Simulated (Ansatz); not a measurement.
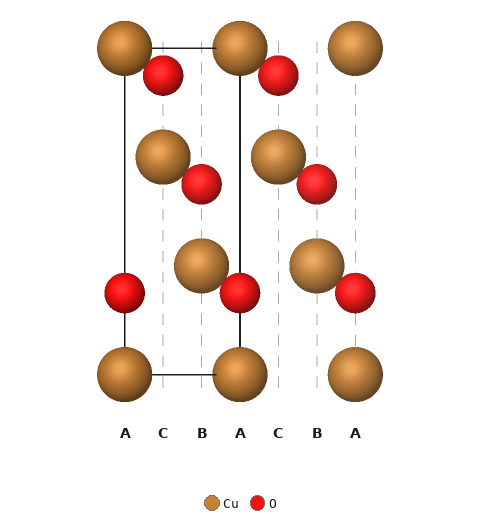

Projection along an edge of the hexagonal mesh, stacking direction [111] upwards. The dashed lines mark the three columns A (0, 0), B (1/3, 2/3) and C (2/3, 1/3). The box is the hexagonal cell of the face-centred cubic lattice. The sequence starts with the first layer at or above the cell's origin.

CuO. Coordinates: the geometry relaxed with DFT PBE, scalar-relativistic, plane waves, PAW (Ansatz 0.2.0); the starting structure was generated, so it need not be a known form of this composition.

Read off the stacking sequence over one period.

Cu(A) – O(A) – Cu(B) – O(B) – Cu(C) – O(C) (six layers in 7.83 Å).

How are the O layers alone stacked?

O layers alone: ABC, the cubic close-packed type.

Which positions between or in the O layers do the other atoms fill?

Cu: three tetrahedral sites in each hexagonal cell.

What short polytype symbol fits?

Polytype symbol 3C, the symbol of a tetrahedral polytype (number of double layers in the repeat and lattice).

Heights of the layers:

```
layer  atoms (column)  height (Å)  to next (Å)
    1           Cu(A)        0.00         1.96
    2            O(A)        1.96         0.65
    3           Cu(B)        2.61         1.96
    4            O(B)        4.57         0.65
    5           Cu(C)        5.22         1.96
    6            O(C)        7.18         0.65
```
